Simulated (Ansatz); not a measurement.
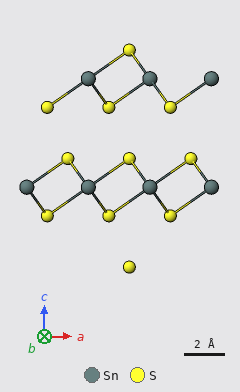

Crystalline SnS₂ (set up in P-3m1) (coarse preliminary run), before the relaxation. The picture is a ball-and-stick view of the atoms within 5.8 Å of the atom that moves most (axes of the cell of the calculation), seen along the b axis.

Method: DFT PBE, scalar-relativistic, plane waves, PAW (Ansatz 0.2.0).

Input
```yaml
crystal:
  lattice:
    - [3.5983003419, 0.0, 0.0]
    - [-1.7991501709, 3.1162195065, 0.0]
    - [0.0, 0.0, 5.494]
  atoms:
    - { symbol: Sn, position: [0.0, 0.0, 0.0] }
    - { symbol: S, position: [0.6666666667, 0.3333333333, 0.2639] }
    - { symbol: S, position: [0.3333333333, 0.6666666667, 0.7361] }
basis:
  ecutwfc: 420
kpoints:
  mp_grid: { grid: [6, 6, 4] }
hamiltonian:
  xc: pbe
scf:
  occupations: { method: gaussian, width: 0.1 }
output:
  forces: true
  stress: true
  eigenvalues: true
relax:
  adjacent_minimum: "off"
  f_tol: 0.05
  max_steps: 80
  cell: { stress_tol: 0.5 }
```

Command:
```bash
ansatz run input.yaml --threads 1 --pin off --max-ram 2560MiB --backend cpu --events-out ev --progress --plain --runs-dir out
```

> Predict the outcome.

Over 7 accepted moves (9 points after the start) the energy falls by 86.8 meV per atom. The largest force component goes from 0.45 to 0.048 eV/Å. Pressure: 9.24 GPa at the start and −0.12 GPa at the end. The SCF was repeated twice at an unchanged geometry on a basis and grid sized afresh for the cell, which shifted the energy by 3.1 meV per atom at most. The largest moves relative to the cell, 0.33 Å, are those of S2 and S3. S2 goes along −c. Sn stays in place. Cell: a = b 3.598 → 3.703 Å (+2.9 %), c 5.494 → 6.878 Å (+25.2 %). Volume +32.6 %. Some distances before and after: Sn1–S2 2.533 → 2.601 Å. The space group stays P-3m1 (No. 164). Cost: 9.4 s on 1 thread of Intel(R) Xeon(R) 6975P-C (Granite Rapids), with other jobs on the host, peak memory 0.42 GiB.

The end point in the same view:

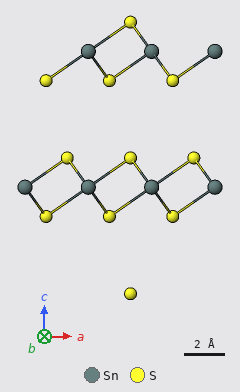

Limits of the set-up: layers or molecules are held without a dispersion correction, so their spacing is unreliable.
